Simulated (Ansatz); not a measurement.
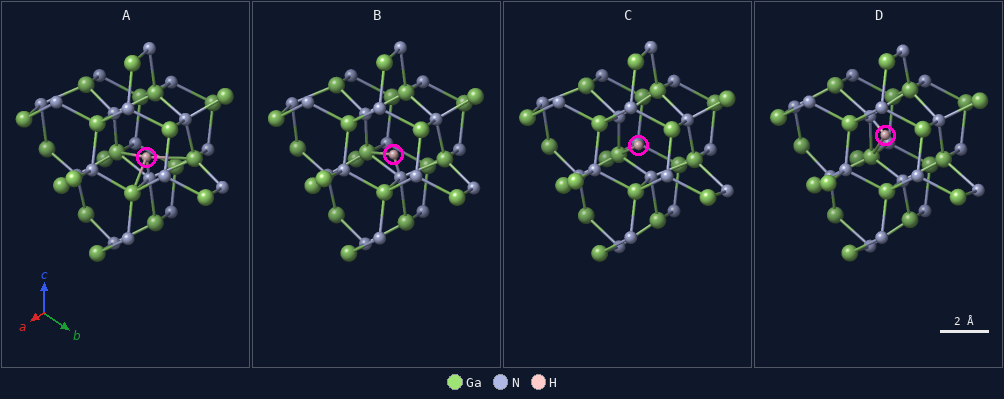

4 geometries from a converged minimum-energy path of a defect cell of composition Ga6HN6 (cell charge +1) (13 atoms in the cell), shuffled. The picture is a ball-and-stick view of the atoms within 4.8 Å of the middle of the path, seen slightly off an axis. The moving atom is ringed, with any periodic copies. Bonds to atoms that aren't drawn are left out.

All numbers below come from Ansatz 0.2.0, DFT PBE, scalar-relativistic, plane waves, PAW. Settings: plane-wave cutoff 420 eV; k-point mesh 3 × 3 × 3; Gaussian smearing 0.02 eV; 5 movable images; climbing image.

Which of them lies highest in energy?

C. In order along the path, whose images run from 0 to 6: D (image 1, +0.05 eV), C (image 3, +0.97 eV), B (image 5, +0.05 eV), A (image 6, 0.00 eV). The H atom travels furthest, 1.25 Å from end to end, along [0 1 −1], on a path that bends up to 0.28 Å away from the straight line. At the highest image its nearest neighbour (N) is 1.46 Å away, against 1.04 Å at the start, and the surrounding atoms stand up to 0.13 Å off the mean of their end positions. Breaking: H–N (1.04 → 2.34 Å). Forming: H–N (2.34 → 1.04 Å).

Limits of the set-up: the periodic images lie only 5.2 Å apart, so the values are limited by the cell's size; the cell is charged, on a uniform background, and energies carry no finite-size correction.

Cost: 4.2 min on 4 threads of Arm Neoverse V1, on a shared host, peak memory 1.1 GiB.
